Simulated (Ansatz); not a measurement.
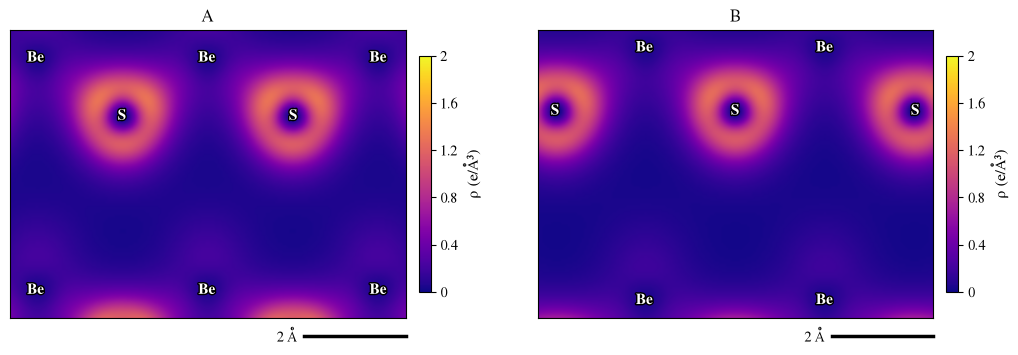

BeS. The valence charge density (pseudo) of two cells that differ in size and shape, on the (11̄0) plane of each (indices in the axes of the calculation cell), at one length scale and on one colour scale; one has 13.1 and the other 15.9 Å³ an atom.

The calculation used DFT PBEsol, scalar-relativistic, plane waves, PAW (Ansatz 0.2.0).

The density is the valence pseudo-density of a PAW calculation; it isn't the true density close to the nuclei.

The larger cell:

```cif
data_structure
_symmetry_space_group_name_H-M 'P 1'
_symmetry_Int_Tables_number 1
_cell_length_a 3.5624
_cell_length_b 3.5337
_cell_length_c 3.5624
_cell_angle_alpha 60.266
_cell_angle_beta 59.467
_cell_angle_gamma 60.266
_cell_volume 31.71
loop_
_atom_site_label
_atom_site_type_symbol
_atom_site_fract_x
_atom_site_fract_y
_atom_site_fract_z
_atom_site_occupancy
Be1 Be 0.00000 0.00000 0.00000 1
S1 S 0.75000 0.75000 0.75000 1
```

The smaller cell: a = 3.387 Å, b = 3.249 Å, c = 3.387 Å, α = 61.34°, β = 57.32°, γ = 61.34°.

Which is the denser cell? Describe the effect of the change.

Answer. Panel A is the smaller cell, by 17 % in volume. From the larger cell to the smaller, Be–S goes from 2.18 to 2.05 Å, and the density at its midpoint from 0.59 to 0.73 e/Å³; the pressure goes from −9 to 8 GPa; the Kohn–Sham gap goes from 3.1 eV to 2.3 eV.
